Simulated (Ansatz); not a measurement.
```
Co
1.0
     2.48587    0.00000    0.00000
    -1.24294    2.15283    0.00000
     0.00000    0.00000    4.00432
Co
2
Direct
  0.66667 0.33333 0.75000
  0.33333 0.66667 0.25000
```

Space group P6₃/mmc; a structure from a database of computed crystals, not necessarily the ambient phase; spin-polarised.

Method: Ansatz, Kohn-Sham DFT of a periodic cell, BLYP with D4, Ansatz PAW.

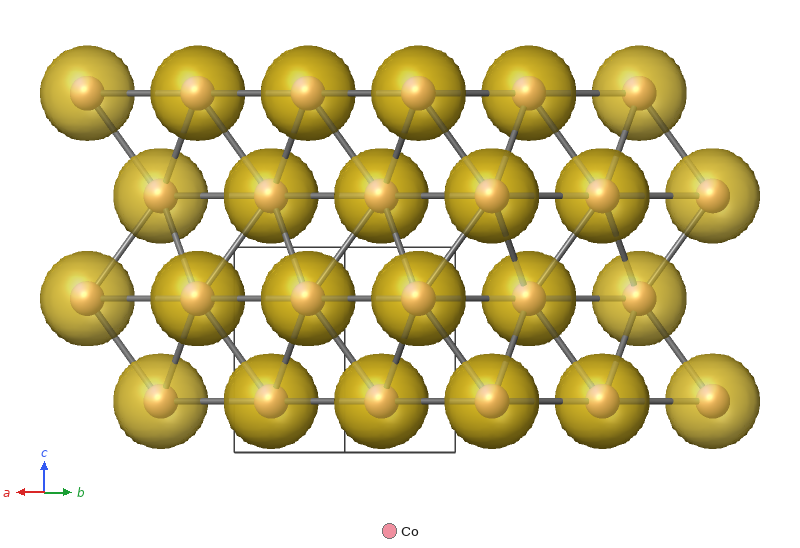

Co. Isosurface of the valence charge density (pseudo) at 0.6 e/Å³ (yellow), seen along [110]. Sticks mark near contacts.

**How is the density connected at this value?**

At this value the density breaks into separate islands; it holds about 85 % of the electrons treated as valence (semicore included). It bridges none of the near contacts. It is pinched off along the shortest Co–Co (2.46 Å) contacts. On the grid the lowest density along these lines, outside the cores, is 0.35 e/Å³ (Co–Co, 2.46 Å).

**Does the calculation make it a metal, or give it a gap?**

It is metallic or semimetallic at this level of theory: no gap opens.

**How are the moments arranged in this solution?**

Parallel moments (a ferromagnetic arrangement) in this solution; site moments Co: +1.6 μB (×2) in one cell of 2 atoms.
